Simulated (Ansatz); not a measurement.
Hg

```cif
data_structure
_symmetry_space_group_name_H-M 'P 1'
_symmetry_Int_Tables_number 1
_cell_length_a 3.9325
_cell_length_b 3.9325
_cell_length_c 4.0165
_cell_angle_alpha 90.000
_cell_angle_beta 90.000
_cell_angle_gamma 90.000
_cell_volume 62.11
loop_
_atom_site_label
_atom_site_type_symbol
_atom_site_fract_x
_atom_site_fract_y
_atom_site_fract_z
_atom_site_occupancy
Hg1 Hg 0.00000 0.00000 0.50000 1
Hg2 Hg 0.50000 0.50000 0.00000 1
```

Space group I4/mmm; a structure from a database of computed crystals, not necessarily the ambient phase; computed pressure about −3 GPa in this cell.

Theory: Kohn-Sham DFT of a periodic cell, HF with D3(BJ)-ATM, JTH PAW (Ansatz).

### What can the converged valence pseudo-density and electron localisation function tell about the bonding?

Hg–Hg (3.43 Å): ρ at the midpoint is about 0.1 e/Å³; the ELF is about 0.10 at the midpoint (no localised pair shows between them).

### Does the calculation make it a metal, or give it a gap?

It is gapless in this calculation (a metal or semimetal).

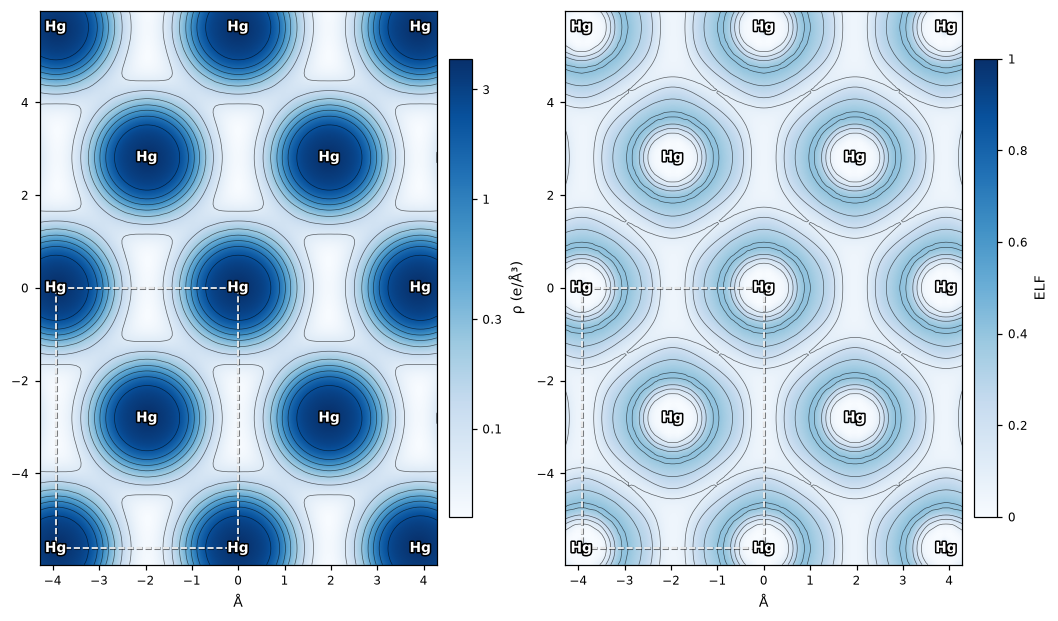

Computed valence pseudo-density and electron localisation function on the (011) plane of the conventional cell, in this order. 
